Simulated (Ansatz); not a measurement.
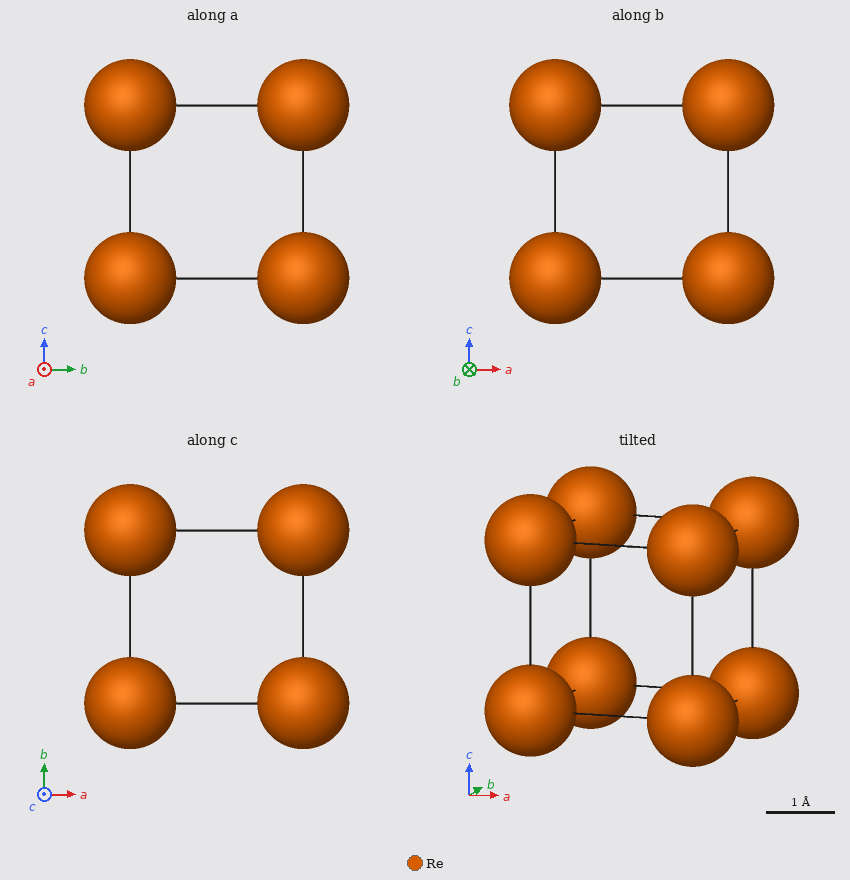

Crystal structure, spheres-only style, seen along the a axis, along the b axis, along the c axis and slightly off an axis. The conventional unit cell is outlined; an atom on or near a face, edge or corner is repeated at each equivalent position.

Lattice parameters: a = 2.565 Å, b = 2.565 Å, c = 2.565 Å, α = 90.00°, β = 90.00°, γ = 90.00°.

**Convert the drawing into a table of Wyckoff sites.**

Space group Pm-3m (No. 221).
```tsv
atom	site	x	y	z
Re	1a	0.0000	0.0000	0.0000
```

The structure comes from a structure type filled with this element by a generator (whether the element takes this form wasn't checked). Earlier steps of the study may have refined or changed the cell and positions. It was the input of a calculation with Ansatz.
